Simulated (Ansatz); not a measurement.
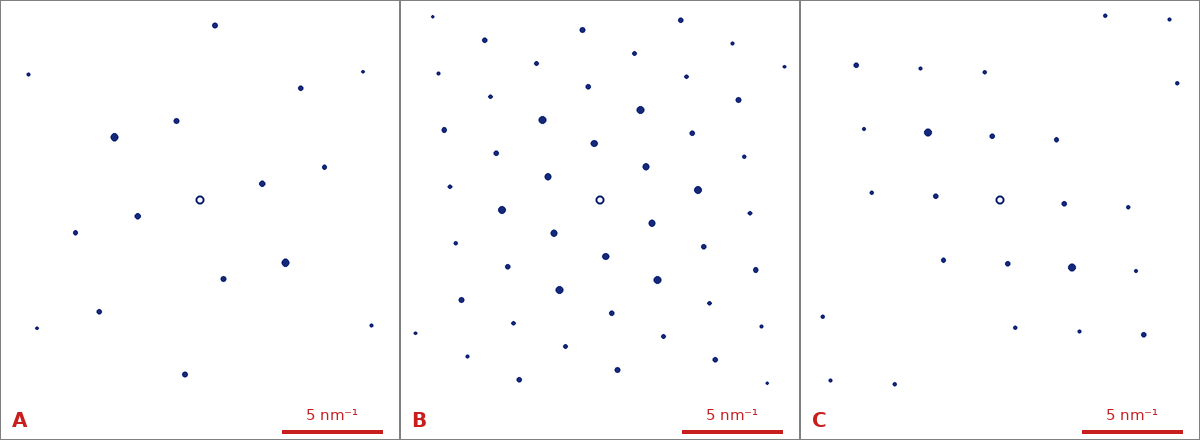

Simulated selected-area electron diffraction patterns (200 kV, kinematic approximation, thin crystal, B = 0.5 Å² for all atoms).

All three come from Ge, space group P6_3/mmc (No. 194), a = 4.06 Å, c = 6.69 Å (hexagonal axes). Structure: coordinates from a relaxation with DFT PBE, scalar-relativistic, plane waves, PAW (Ansatz); the starting structure was generated, so it need not be a known form of this composition.

Assign the zone axes [001], [211], [311] to A, B and C.

Answer. A is [311]: oblique net of 0 -1 1 at d = 3.11 Å and -1 1 2 at d = 2.42 Å, at 88.2°. B is [001]: hexagonal net of 1 -1 0 at d = 3.51 Å and 1 0 0 at d = 3.51 Å, at 60.0°. C is [211]: centred rectangular net of 0 1 -1 at d = 3.11 Å and -1 1 1 at d = 3.11 Å, at 79.9°.
